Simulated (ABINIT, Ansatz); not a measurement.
# A GW run on CdTe (F-43m) in ABINIT, with inputs changed

Aim: change inputs of a GW run on CdTe (F-43m) and see what moves.

Program: ABINIT 10.8.3. Level of theory: PBE and many-body steps on it, plane waves. Results are calculated unless marked as measured.

## 1. Starting point

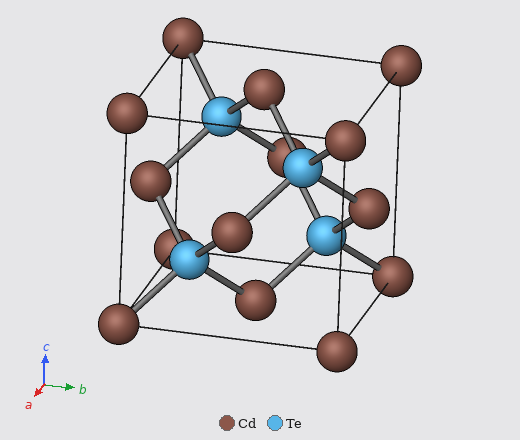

The cell as given, slightly off an axis (cadmium brown, tellurium blue). This picture shows the conventional cell, with its axes. Bonds to atoms that aren't drawn are left out. Some periodic images of atoms are drawn too.

The cell and positions come from the Crystallography Open Database and are kept as given unless a step says otherwise. Spin-orbit coupling is left out unless a step names it.

## 2. Screening, 4×4×4 mesh, 267 bands, screening to 212.2 eV

This step: ABINIT 10.8.3; RPA screening on PBE, plane waves, norm-conserving pseudopotentials.

The RPA dielectric matrix is built and inverted for each q.

Contents of run.abi:

```
acell 3*1.0 Angstrom
rprim 
  0.000000000000 3.240000000000 3.240000000000
  3.240000000000 0.000000000000 3.240000000000
  3.240000000000 3.240000000000 0.000000000000
ntypat 2
znucl 48 52
natom 2
typat 1 2
xred 
  0.000000000000 0.000000000000 0.000000000000
  0.250000000000 0.250000000000 0.250000000000
pp_dirpath "pseudos"
pseudos "Cd.upf, Te.upf"
ecut 47
ngkpt 4 4 4
nshiftk 1
shiftk 0 0 0
kptopt 1
chksymbreak 0
istwfk *1
occopt 1
irdwfk 1
optdriver 3
nband 267
ecuteps 7.8
inclvkb 2
awtr 1
symchi 1
indata_prefix "in"
outdata_prefix "out"
tmpdata_prefix "tmp"
```

On the command line:

```sh
$ OMP_NUM_THREADS=1 mpirun -n 8 abinit run.abi > log
```

Output:

```text
.Version 10.8.3 of ABINIT. v10.8.2 released Aug 2026.

 Symmetries : space group F-4 3 m (#216); Bravais cF (face-center cubic)
[... echo of the input left out ...]
== DATASET  1 ==================================================================
-   mpi_nproc: 8, omp_nthreads: 1 (-1 if OMP is not activated)

--- !DatasetInfo
iteration_state: {dtset: 1, }
dimensions: {natom: 2, nkpt: 8, mband: 267, nsppol: 1, nspinor: 1, nspden: 1, mpw: 7120, }
cutoff_energies: {ecut:  47.0, pawecutdg:  -1.0, }
electrons: {nelect:   3.60000000E+01, charge:   0.00000000E+00, occopt:   1.00000000E+00, tsmear:   1.00000000E-02, }

 SCREENING: Calculation of the susceptibility and dielectric matrices

 Based on a program developped by R.W. Godby, V. Olevano, G. Onida, and L. Reining.
 Incorporated in ABINIT by V. Olevano, G.-M. Rignanese, and M. Torrent.
.Using double precision arithmetic ; gwpc =  8

[... cell and pseudopotentials left out ...]
--------------------------------------------------------------------------------

 ==== K-mesh for the wavefunctions ====
 Number of points in the irreducible wedge :     8
[... list of points left out ...]
 Together with 24 symmetry operations and time-reversal symmetry
 yields    64 points in the full Brillouin Zone.

 ==== Q-mesh for the screening function ====
 Number of points in the irreducible wedge :     8
[... list of points left out ...]
 Together with 24 symmetry operations and time-reversal symmetry
 yields    64 points in the full Brillouin Zone.

 setmesh: FFT mesh size selected  =    40x   40x   40
          total number of points  =        64000

 vcoul_init : cutoff-mode = AUXILIARY_FUNCTION
 q-points for optical limit:   1
     1)      0.000010    0.000020    0.000030

- screening: taking advantage of time-reversal symmetry
- Maximum band index for partially occupied states nbvw = 18
- Remaining bands to be divided among processors   nbcw = 249
- Number of bands treated by each node ~31

 Number of electrons calculated from density =   36.0000; Expected =   36.0000
 average of density, n =  0.078423
 r_s =    1.4493
 omega_plasma =   27.0132 [eV]

 calculating chi0 at frequencies [eV] :
  1    0.000000E+00    0.000000E+00
  2    0.000000E+00    2.701320E+01

--------------------------------------------------------------------------------
  q-point number  1        q = ( 0.000000, 0.000000, 0.000000) [r.l.u.]
--------------------------------------------------------------------------------
[... chi0 elements left out ...]
 For q-point:  0.000010 0.000020 0.000030
  dielectric constant =  28.4928
  dielectric constant without local fields =  29.8356

  Average fulfillment of the sum rule on Im[epsilon] for q-point    1 :     95.43  [%]
[... wings left out ...]
  q-point number  2        q = ( 0.250000, 0.000000, 0.000000) [r.l.u.]
--------------------------------------------------------------------------------
[... chi0 elements left out ...]
  Average fulfillment of the sum rule on Im[epsilon] for q-point    2 :    110.49  [%]

 [... 6 further q-points ...]
```

Wall time 8.9 min (8 MPI ranks of Intel Xeon Platinum 8375C at 2.90GHz (Ice Lake), shared host); peak memory 4.5 GiB.

This step gave:

* ε∞ with local fields, on this mesh, along the program's q direction: 28.49
* the same without local fields: 29.84
* plasma frequency: 27.01 eV
* plane waves in the screening matrix: 531

Local fields lower ε∞ by 5 %.

## 3. Base

The self-energy is evaluated for the states that the input lists, and the levels follow from it, in one-shot runs by the linearised quasiparticle equation.

This step: G0W0 on PBE, plane waves, norm-conserving pseudopotentials.

Changes to run.abi since step 2:

```diff
@@ -23,8 +23,15 @@
 irdwfk 1
-optdriver 3
+optdriver 4
 nband 267
+gwcalctyp 0
+ecutsigx 47
+symsigma 1
+nkptgw 1
+kptgw 
+  0.0000000000 0.0000000000 0.0000000000
+bdgw 
+  16 22
 ecuteps 7.8
-inclvkb 2
-awtr 1
-symchi 1
+irdscr 1
+ppmodel 1
 indata_prefix "in"
```

Output:

```text
.Version 10.8.3 of ABINIT. v10.8.2 released Aug 2026.

 Symmetries : space group F-4 3 m (#216); Bravais cF (face-center cubic)
[... echo of the input left out ...]
== DATASET  1 ==================================================================
-   mpi_nproc: 8, omp_nthreads: 1 (-1 if OMP is not activated)

--- !DatasetInfo
iteration_state: {dtset: 1, }
dimensions: {natom: 2, nkpt: 8, mband: 267, nsppol: 1, nspinor: 1, nspden: 1, mpw: 7120, }
cutoff_energies: {ecut:  47.0, pawecutdg:  -1.0, }
electrons: {nelect:   3.60000000E+01, charge:   0.00000000E+00, occopt:   1.00000000E+00, tsmear:   1.00000000E-02, }

 SIGMA: Calculation of the GW corrections

 Based on a program developped by R.W. Godby, V. Olevano, G. Onida, and L. Reining.
 Incorporated in ABINIT by V. Olevano, G.-M. Rignanese, and M. Torrent.
.Using double precision arithmetic ; gwpc =  8

[... cell and pseudopotentials left out ...]
--------------------------------------------------------------------------------

 ==== K-mesh for the wavefunctions ====
 Number of points in the irreducible wedge :     8
[... list of points left out ...]
 Together with 24 symmetry operations and time-reversal symmetry
 yields    64 points in the full Brillouin Zone.

 ==== Q-mesh for screening function ====
 Number of points in the irreducible wedge :     8
[... list of points left out ...]
 Together with 24 symmetry operations and time-reversal symmetry
 yields    64 points in the full Brillouin Zone.

 vcoul_init : cutoff-mode = AUXILIARY_FUNCTION
 q-points for optical limit:   1
     1)      0.000010    0.000020    0.000030
 setmesh: FFT mesh size selected  =    54x   54x   54
          total number of points  =       157464

 Number of electrons calculated from density =   36.0000; Expected =   36.0000
 average of density, n =  0.078423
 r_s =    1.4493
 omega_plasma =   27.0132 [eV]

 === KS Band Gaps ===
  >>>> For spin  1
   Minimum direct gap =   0.7713 [eV], located at k-point      :   0.0000  0.0000  0.0000
   Fundamental gap    =   0.7713 [eV], Top of valence bands at :   0.0000  0.0000  0.0000
                                       Bottom of conduction at :   0.0000  0.0000  0.0000
 SIGMA fundamental parameters:
 PLASMON POLE MODEL  1
 number of plane-waves for SigmaX                 7119
 number of plane-waves for SigmaC and W            531
 number of plane-waves for wavefunctions          7119
 number of bands                                   267
 number of independent spin polarizations            1
 number of spinorial components                      1
 number of k-points in IBZ                           8
 number of q-points in IBZ                           8
 number of symmetry operations                      24
 number of k-points in BZ                           64
 number of q-points in BZ                           64
 number of frequencies for dSigma/dE                 9
 frequency step for dSigma/dE [eV]                0.25
 number of omega for Sigma on real axis              0
 max omega for Sigma on real axis  [eV]           0.00
 zcut for avoiding poles [eV]                     0.10

 EPSILON^-1 parameters (SCR file):
 dimension of the eps^-1 matrix on file            531
 dimension of the eps^-1 matrix used               531
 number of plane-waves for wavefunctions          7119
 number of bands                                   267
 number of q-points in IBZ                           8
 number of frequencies                               2
 number of real frequencies                          1
 number of imag frequencies                          1

 matrix elements of self-energy operator (all in [eV])

 Perturbative Calculation

--- !SelfEnergy_ee
iteration_state: {dtset: 1, }
kpoint     : [   0.000,    0.000,    0.000, ]
spin       : 1
KS_gap     :    0.771
QP_gap     :    1.858
Delta_QP_KS:    1.087
data: !SigmaeeData |
     Band     E0 <VxcDFT>   SigX SigC(E0)      Z dSigC/dE  Sig(E)    E-E0       E
       16   4.101 -13.619 -16.526   1.469   0.795  -0.258 -14.762  -1.142   2.959
       17   4.101 -13.619 -16.526   1.469   0.795  -0.258 -14.762  -1.142   2.959
       18   4.101 -13.619 -16.526   1.469   0.795  -0.258 -14.762  -1.142   2.959
       19   4.872 -11.612  -7.991  -3.690   0.807  -0.239 -11.668  -0.056   4.817
       20   8.727  -9.965  -5.612  -4.181   0.806  -0.241  -9.826   0.139   8.866
       21   8.727  -9.965  -5.612  -4.181   0.806  -0.241  -9.826   0.139   8.866
       22   8.727  -9.965  -5.612  -4.181   0.806  -0.241  -9.826   0.139   8.866

== END DATASET(S) ==============================================================
================================================================================

 -outvars: echo values of variables after computation  --------
           etotal      0.0000000000E+00
            nband         267
             nkpt           8
          spgroup         216
 [... the other variables as echoed above ...]

 Calculation completed.
```

Elapsed: 44 s, on 8 MPI ranks; peak memory 4.4 GiB; 5.8 min of CPU time.

This step gave:

| Item | Value |
| --- | --- |
| G0W0 gap on the points computed | 1.858 eV |
| starting gap on the mesh | 0.7713 eV |
| k of the valence top | 0, 0, 0 |
| k of the conduction bottom | 0, 0, 0 |
| Z at the valence top | 0.795 |
| Z at the conduction bottom | 0.807 |
| least direct G0W0 gap on the computed points | 1.858 eV |

The gap on the mesh goes from 0.77 eV to 1.86 eV, a correction of +1.09 eV.

## 4. Exchange cutoff

Changes to run.abi since step 3:

```diff
@@ -26,3 +26,3 @@
 gwcalctyp 0
-ecutsigx 47
+ecutsigx 94
 symsigma 1
```

Output:

```text
.Version 10.8.3 of ABINIT. v10.8.2 released Aug 2026.

 Symmetries : space group F-4 3 m (#216); Bravais cF (face-center cubic)
[... echo of the input left out ...]
== DATASET  1 ==================================================================
-   mpi_nproc: 8, omp_nthreads: 1 (-1 if OMP is not activated)

--- !DatasetInfo
iteration_state: {dtset: 1, }
dimensions: {natom: 2, nkpt: 8, mband: 267, nsppol: 1, nspinor: 1, nspden: 1, mpw: 7120, }
cutoff_energies: {ecut:  47.0, pawecutdg:  -1.0, }
electrons: {nelect:   3.60000000E+01, charge:   0.00000000E+00, occopt:   1.00000000E+00, tsmear:   1.00000000E-02, }

 SIGMA: Calculation of the GW corrections

 Based on a program developped by R.W. Godby, V. Olevano, G. Onida, and L. Reining.
 Incorporated in ABINIT by V. Olevano, G.-M. Rignanese, and M. Torrent.
.Using double precision arithmetic ; gwpc =  8

[... cell and pseudopotentials left out ...]
--------------------------------------------------------------------------------

 ==== K-mesh for the wavefunctions ====
 Number of points in the irreducible wedge :     8
[... list of points left out ...]
 Together with 24 symmetry operations and time-reversal symmetry
 yields    64 points in the full Brillouin Zone.

 ==== Q-mesh for screening function ====
 Number of points in the irreducible wedge :     8
[... list of points left out ...]
 Together with 24 symmetry operations and time-reversal symmetry
 yields    64 points in the full Brillouin Zone.

 vcoul_init : cutoff-mode = AUXILIARY_FUNCTION
 q-points for optical limit:   1
     1)      0.000010    0.000020    0.000030
 setmesh: FFT mesh size selected  =    72x   72x   72
          total number of points  =       373248

 Number of electrons calculated from density =   36.0000; Expected =   36.0000
[...]
number of q-points in BZ                           64
 number of frequencies for dSigma/dE                 9
 frequency step for dSigma/dE [eV]                0.25
 number of omega for Sigma on real axis              0
 max omega for Sigma on real axis  [eV]           0.00
 zcut for avoiding poles [eV]                     0.10

 EPSILON^-1 parameters (SCR file):
 dimension of the eps^-1 matrix on file            531
 dimension of the eps^-1 matrix used               531
 number of plane-waves for wavefunctions          7119
 number of bands                                   267
 number of q-points in IBZ                           8
 number of frequencies                               2
 number of real frequencies                          1
 number of imag frequencies                          1

 matrix elements of self-energy operator (all in [eV])

 Perturbative Calculation

--- !SelfEnergy_ee
iteration_state: {dtset: 1, }
kpoint     : [   0.000,    0.000,    0.000, ]
spin       : 1
KS_gap     :    0.771
QP_gap     :    1.858
Delta_QP_KS:    1.087
data: !SigmaeeData |
     Band     E0 <VxcDFT>   SigX SigC(E0)      Z dSigC/dE  Sig(E)    E-E0       E
       16   4.101 -13.619 -16.527   1.469   0.795  -0.258 -14.762  -1.143   2.958
       17   4.101 -13.619 -16.527   1.469   0.795  -0.258 -14.762  -1.143   2.958
       18   4.101 -13.619 -16.527   1.469   0.795  -0.258 -14.762  -1.143   2.958
       19   4.872 -11.612  -7.991  -3.690   0.807  -0.239 -11.668  -0.056   4.816
       20   8.727  -9.965  -5.612  -4.181   0.806  -0.241  -9.827   0.139   8.866
       21   8.727  -9.965  -5.612  -4.181   0.806  -0.241  -9.827   0.139   8.866
       22   8.727  -9.965  -5.612  -4.181   0.806  -0.241  -9.827   0.139   8.866

== END DATASET(S) ==============================================================
================================================================================

 -outvars: echo values of variables after computation  --------
           etotal      0.0000000000E+00
            nband         267
             nkpt           8
          spgroup         216
 [... the other variables as echoed above ...]

 Calculation completed.
```

It took 49 s on 8 MPI ranks; peak memory 4.7 GiB.

This step gave:

```
G0W0 gap on the points computed              : 1.858 eV
starting gap on the mesh                     : 0.7713 eV
k of the valence top                         : 0, 0, 0
k of the conduction bottom                   : 0, 0, 0
Z at the valence top                         : 0.795
Z at the conduction bottom                   : 0.807
least direct G0W0 gap on the computed points : 1.858 eV
```

## 5. Point off the mesh

Changes to run.abi since step 4:

```diff
@@ -26,3 +26,3 @@
 gwcalctyp 0
-ecutsigx 94
+ecutsigx 47
 symsigma 1
@@ -30,5 +30,5 @@
 kptgw 
-  0.0000000000 0.0000000000 0.0000000000
+  0.137 0.291 0
 bdgw 
-  16 22
+  18 19
 ecuteps 7.8
```

Output:

```text
.Version 10.8.3 of ABINIT. v10.8.2 released Aug 2026.

 Symmetries : space group F-4 3 m (#216); Bravais cF (face-center cubic)
================================================================================
 Values of the parameters that define the memory need of the present run
     intxc =       0    ionmov =       0      iscf =       7    lmnmax =       6
     lnmax =       6     mgfft =      54  mpssoang =       3    mqgrid =    3001
     natom =       2  nloc_mem =       1    nspden =       1   nspinor =       1
    nsppol =       1      nsym =      24    n1xccc =    2501    ntypat =       2
    occopt =       1   xclevel =       2
-    mband =         267        mffmem =           1         mkmem =           1
       mpw =        7120          nfft =      157464          nkpt =           8
================================================================================
  Rough estimation (10% accuracy) of disk space for files :
================================================================================

--------------------------------------------------------------------------------
------------- Echo of variables that govern the present computation ------------
--------------------------------------------------------------------------------
 -outvars: echo values of preprocessed input variables --------
            acell      1.8897261259E+00  1.8897261259E+00  1.8897261259E+00 Bohr

             bdgw          18      19
      chksymbreak           0
             ecut      4.70000000E+01 Hartree
          ecuteps      7.80000000E+00 Hartree
         ecutsigx      4.70000000E+01 Hartree
          ecutwfn      4.70000000E+01 Hartree
-          fftalg         312
           irdscr           1
           irdwfk           1

              ixc     -101130
[...]
- Cd Generated using ONCVPSP code by D. R. Hamann
- 48.00000  20.00000  171031                  znucl, zion, pspdat
12 -101130 2 -1 1368                          pspcod,pspxc,lmax,lloc,mmax
     nproj     2     2     2
  pspatm : epsatm=   23.16453630
         --- l  ekb(1:nproj) -->
[...]
pspatm: atomic psp has been read  and splines computed

- Te Generated using ONCVPSP code by D. R. Hamann
- 52.00000  16.00000  171031                  znucl, zion, pspdat
12 -101130 2 -1 1294                          pspcod,pspxc,lmax,lloc,mmax
     nproj     2     2     2
  pspatm : epsatm=   36.72599971
         --- l  ekb(1:nproj) -->
[...]
1    5.734664    1.068640
             2   -5.988876   -1.858037
 pspatm: atomic psp has been read  and splines computed

   2.15605930E+03                                ecore*ucvol(ha*bohr**3)
--------------------------------------------------------------------------------

 ==== K-mesh for the wavefunctions ====
 Number of points in the irreducible wedge :     8
 Reduced coordinates and weights :

     1)     0.00000000E+00  0.00000000E+00  0.00000000E+00       0.01563
     2)     2.50000000E-01  0.00000000E+00  0.00000000E+00       0.12500
     3)     5.00000000E-01  0.00000000E+00  0.00000000E+00       0.06250
[...]
7)     5.00000000E-01  5.00000000E-01  0.00000000E+00       0.04688
     8)    -2.50000000E-01  5.00000000E-01  2.50000000E-01       0.09375

 Together with 24 symmetry operations and time-reversal symmetry
 yields    64 points in the full Brillouin Zone.

--- !ERROR
message: |
    k-point [ 1.3700E-01,  2.9100E-01,  0.0000E+00]  not in the list of k points treated in the preparatory SCF run.
     Change kptgw, or shiftk of previous run.

--- !ERROR
message: |
    k-point [ 1.3700E-01,  2.9100E-01,  0.0000E+00]  not in the list of k points treated in the preparatory SCF run.
     Change kptgw, or shiftk of previous run.

--- from the log ---
k-point [ 1.3700E-01,  2.9100E-01,  0.0000E+00]  not in the list of k points treated in the preparatory SCF run.
     Change kptgw, or shiftk of previous run.
```

The job ended after 3.9 s (8 MPI ranks; peak memory 0.4 GiB).

The run stopped with an error after 3.9 s.

The program's words: k-point [ 1.3700E-01,  2.9100E-01,  0.0000E+00]  not in the list of k points treated in the preparatory SCF run. Change kptgw, or shiftk of previous run.

The fault put into this input: point off the mesh.

## 6. Side by side

Times are wall times on 8 MPI ranks of Intel Xeon Platinum 8375C at 2.90GHz (Ice Lake), shared host, good to a factor of about two. A run's time includes the screening step that it read.

```csv
run,mesh,bands,screening cutoff (eV),DFT gap (eV),gap on the mesh (eV),direct (eV),ε∞ used,time
base,4×4×4,267,212.2,0.771,1.858,1.858,28.49,9.7 min
exchange cutoff,4×4×4,267,212.2,0.771,1.858,1.858,28.49,9.8 min
```

## 7. What came out

```
base            : 1.858 eV
exchange cutoff : 1.858 eV
known limits    : not at the basis limit; exchange with frozen shells missing; mesh may overstate the screening; no spin-orbit coupling; coarse k mesh
```

In words: Exchange cutoff: no change against base (keys changed: ecutsigx). Bands and cutoff are finite, so the gap is not at the basis limit. The miss can reach some tenths of an eV and take either sign; the mesh is an error of its own. In the first G0W0 run levels were corrected at 1 k point alone, so a gap called «on the mesh» is the least over those, and an edge elsewhere would be missed. The 4×4×4 mesh is coarse for this cell, which bears on the long-range parts of exchange and screening. The norm-conserving file of at least one element keeps a d shell over frozen s and p shells of the same row. Exchange with those shells is missing from the self-energy, an error of 0.3 to 0.9 eV in cases checked, whose sign depends on which edge lies on those atoms. For the PBE start: The RPA ε∞ on this mesh reaches over 25; with a narrow direct gap a coarse mesh can overstate it, and the correction is then too small. The many-body steps are scalar-relativistic: spin-orbit coupling is not in them.

[Paths, hosts, dates, memory and timing lines, banners, echoed tables and standing remarks are left out of the program output.]

[Logs are printed without paths, hosts, clocks, repeated set-up lines and the standing remarks that a program may print on its own settings, such as how far it seeks lower states.]

[Runs of the session that timed out or met a known fault of the program may be left out.]

[No measured gap is set beside runs whose start may be inverted or whose files or cutoffs have a known fault.]

[Hosts, paths, dates, database ids (printed as entryN), source tags and the programs' standing remarks are cut or masked in the printed files.]

[G0W0 gaps are taken among the corrected bands and points alone; a level outside them can change the order at an edge.]

[Where Ansatz stands beside ABINIT at settings called matched, ABINIT's density can come from a denser mesh and the files from another edition; pairs whose starting gaps differed by over 0.03 eV were left out, so agreement reads better than it is.]
